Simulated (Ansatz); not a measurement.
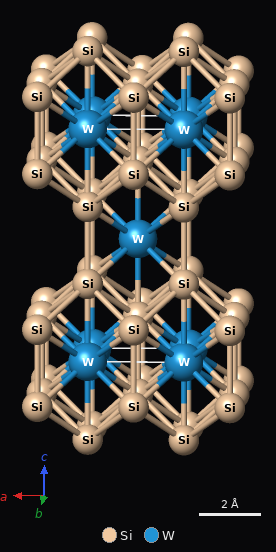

The starting point is crystalline Si2W (set up in I4/mmm). The picture is a ball-and-stick view of the conventional cell (2 times the calculation's cell), seen from a free direction. Lengths and directions refer to the drawn axes.

Method: Ansatz 0.2.0, DFT PBEsol, scalar-relativistic, plane waves, PAW. Settings: plane-wave cutoff 420 eV; occupations gaussian; smearing width 0.1 eV; no spin polarisation. The k-mesh is chosen for each cell (18×18×18, 20×20×20).

The variant: The crystal is put under a hydrostatic pressure of 50 GPa. Cell and atoms are relaxed at that pressure.

The input:
```yaml
crystal:
  lattice:
    - [-1.5152408479, 1.5152408479, 3.7226054907]
    - [1.5152408479, -1.5152408479, 3.7226054907]
    - [1.5152408479, 1.5152408479, -3.7226054907]
  atoms:
    - { symbol: Si, position: [0.3332042499, 0.3332042499, 0.0] }
    - { symbol: Si, position: [0.6667957501, 0.6667957501, 0.0] }
    - { symbol: W, position: [0.0, 0.0, 0.0] }
basis:
  ecutwfc: 420
kpoints:
  mp_grid: { grid: [20, 20, 20] }
hamiltonian:
  xc: pbesol
scf:
  occupations: { method: gaussian, width: 0.1 }
output:
  forces: true
  stress: true
  eigenvalues: true
relax:
  adjacent_minimum: "off"
  f_tol: 0.008
  max_steps: 50
  cell: { stress_tol: 0.08, p_target: 50.0 }
```

Run as
```bash
ansatz run input.yaml --threads 1 --pin off --max-ram 2560MiB --backend cpu --events-out ev --progress --plain --runs-dir out
```

### What does the calculation give for the changed structure?

The energy rises by 261 meV per atom. (The two runs use different k-meshes.) Pressure: 0.0 GPa before, 50.0 GPa after. It is metallic before and after. Cell: a = b 3.203 → 3.029 Å (−5.4 %), c 7.816 → 7.484 Å (−4.3 %). Volume −14.4 %. The largest moves relative to the cell, 0.016 Å, are those of Si1 and Si2. Si2 goes along +c. W stays in place. Some distances before and after: Si–Si 2.622 → 2.471 Å, Si–W 2.609 → 2.482 to 2.487 Å, Si–Si 2.587 → 2.510 Å. The space group stays I4/mmm (No. 139).

Drawn alike, the variant:

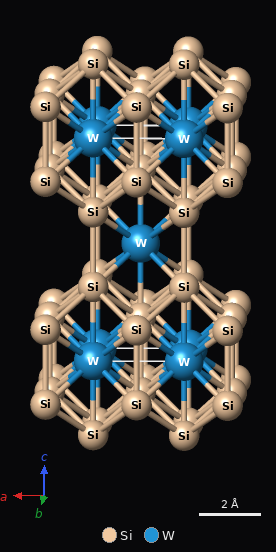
